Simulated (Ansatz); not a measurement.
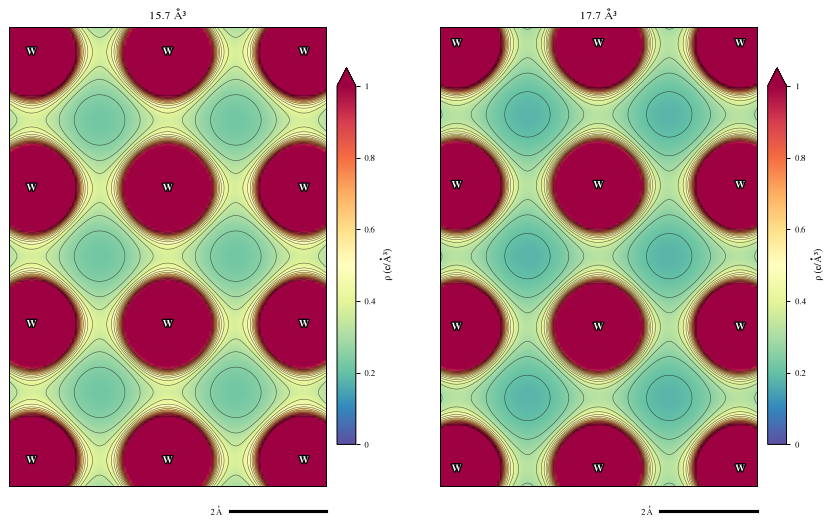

W. The valence electron density of cells scaled evenly to different volumes (given per atom above each panel), on the (101) plane of each (indices in the axes of the cell below), at one length scale and on one colour scale.

Level of theory: Kohn-Sham DFT of a periodic cell, PBE0, Ansatz PAW in Ansatz 0.2.0.

The largest cell:

```cif
data_structure
_symmetry_space_group_name_H-M 'P 1'
_symmetry_Int_Tables_number 1
_cell_length_a 2.9272
_cell_length_b 2.9272
_cell_length_c 2.9272
_cell_angle_alpha 60.000
_cell_angle_beta 60.000
_cell_angle_gamma 60.000
_cell_volume 17.73
loop_
_atom_site_label
_atom_site_type_symbol
_atom_site_fract_x
_atom_site_fract_y
_atom_site_fract_z
_atom_site_occupancy
W1 W 0.00000 0.00000 0.00000 1
```

| volume (Å³/atom) | W–W contact in the plane (Å) | ρ at its midpoint (e/Å³) | pressure (GPa) | 
| --- | --- | --- | --- |
| 15.73 | 2.812 | 0.379 | 11.3 | 
| 17.07 | 2.890 | ? | ? | 
| 17.73 | 2.927 | 0.323 | −23.4 | 

**Estimate the missing row, and compare with the calculation.**

Over the known rows ln ρ falls by 1.39 per Å of W–W distance (the line through the two), which gives 0.340 e/Å³ at 2.890 Å; the calculation gives 0.340 e/Å³. For the pressure, a straight line in volume between the neighbouring rows gives −11.9 GPa; the calculation gives −14.4, lower because pressure rises ever faster on compression.
